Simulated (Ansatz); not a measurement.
**TiSi: density, localisation and related maps**

Input

```
crystal:
  lattice:
    - [0.0, -3.6224438911, 0.0]
    - [0.0, 0.0, -4.963797418]
    - [12.9036257071, 0.0, 0.0]
  atoms:
    - { symbol: Ti, position: [0.75, 0.6294133798, 0.3380561403] }
    - { symbol: Ti, position: [0.75, 0.6294133798, 0.8380561403] }
    - { symbol: Ti, position: [0.25, 0.3705866202, 0.1619438597] }
    - { symbol: Ti, position: [0.25, 0.3705866202, 0.6619438597] }
    - { symbol: Ti, position: [0.25, 0.1294133798, 0.4119438597] }
    - { symbol: Ti, position: [0.25, 0.1294133798, 0.9119438597] }
    - { symbol: Ti, position: [0.75, 0.8705866202, 0.0880561403] }
    - { symbol: Ti, position: [0.75, 0.8705866202, 0.5880561403] }
    - { symbol: Si, position: [0.75, 0.1463727589, 0.2720605653] }
    - { symbol: Si, position: [0.75, 0.1463727589, 0.7720605653] }
    - { symbol: Si, position: [0.25, 0.8536272411, 0.2279394347] }
    - { symbol: Si, position: [0.25, 0.8536272411, 0.7279394347] }
    - { symbol: Si, position: [0.25, 0.6463727589, 0.4779394347] }
    - { symbol: Si, position: [0.25, 0.6463727589, 0.9779394347] }
    - { symbol: Si, position: [0.75, 0.3536272411, 0.0220605653] }
    - { symbol: Si, position: [0.75, 0.3536272411, 0.5220605653] }
basis:
  ecutwfc: 420
kpoints:
  mp_grid: { grid: [11, 8, 3] }
hamiltonian:
  xc: pbesol
scf:
  occupations: { method: gaussian, width: 0.15 }
output:
  forces: true
  stress: true
  eigenvalues: true
  write_density: true
  write_potential: true
  elf: true
  volumetric_format: npy
```

Run with:

```sh
ansatz run input.yaml --threads 2 --pin off --max-ram 5120MiB --backend cpu --events-out ev --progress --plain --runs-dir out
```

Space group Pnma; a structure from a database of computed crystals, not necessarily the ambient phase; computed without spin polarisation.

All numbers below come from Ansatz 0.2.0, DFT PBEsol, scalar-relativistic, plane waves, PAW.

Core electrons are frozen (PAW), and the valence fields are smoothed inside the atomic spheres.

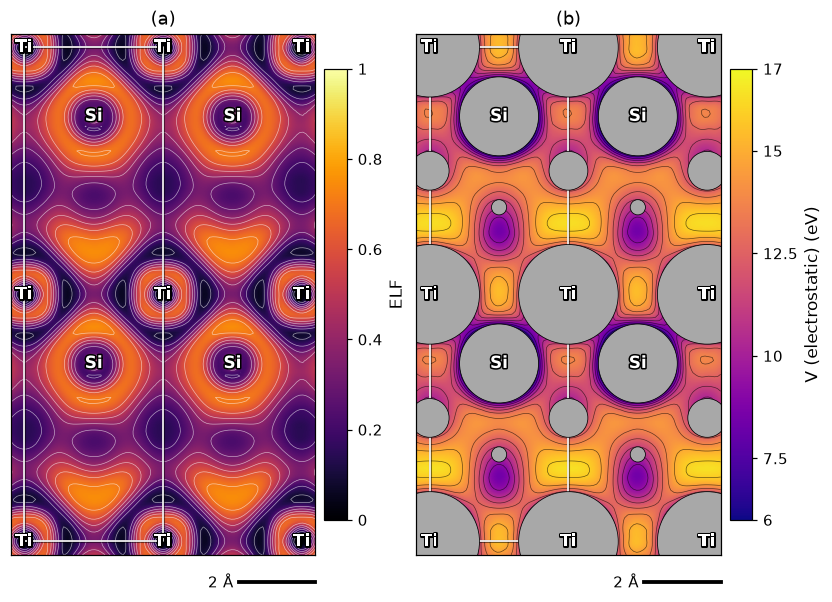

Figure 1. (a) ELF; (b) electrostatic potential (local pseudopotential plus Hartree) felt by an electron on the (010) plane of the calculation cell. Grey discs cover the atomic cores in the potential map.

### Interpret the plot.

- The section cuts through Ti and Si sites.
- Ti–Si (2.56 Å): the ELF peaks at about 0.70 in the valence shell of Si, 0.9 Å from its nucleus, and is about 0.35 at the midpoint.
- The features right at Ti lie inside the PAW spheres, where the map follows smoothed inner orbitals and isn't to be read closely.
- Outside the cores the potential energy rises away from the atoms and is highest about 1.8 Å from the nearest atoms; its zero is arbitrary.

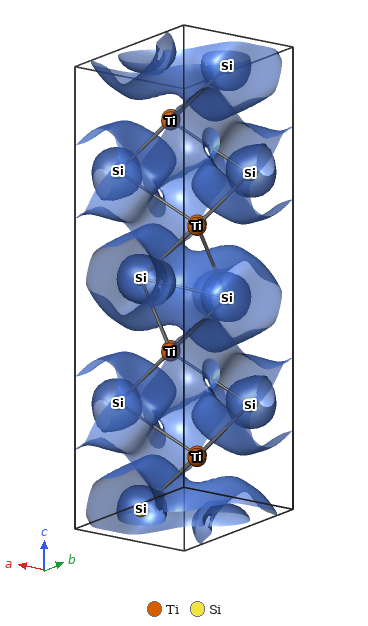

Figure 2. Isosurface of the electron localisation function at 0.55 (blue), seen at an oblique angle. Only the valence region is drawn (cores and ρ < 0.01 e/Å³ removed). Sticks mark near contacts.

### Where are the electrons localised?

The ELF exceeds this value in channels that run through the cell in one direction, counted in one cell of 16 atoms. Regions shared between cells count once. Profiles from the grid: Si–Si (2.39 Å): the ELF peaks at about 0.75 between the atoms. Ti–Si (2.54 Å): the ELF peaks at about 0.75 in the valence shell of Si, 0.9 Å from its nucleus, and is about 0.35 at the midpoint.

### Does the calculation make it a metal, or give it a gap?

It is gapless in this calculation (a metal or semimetal).
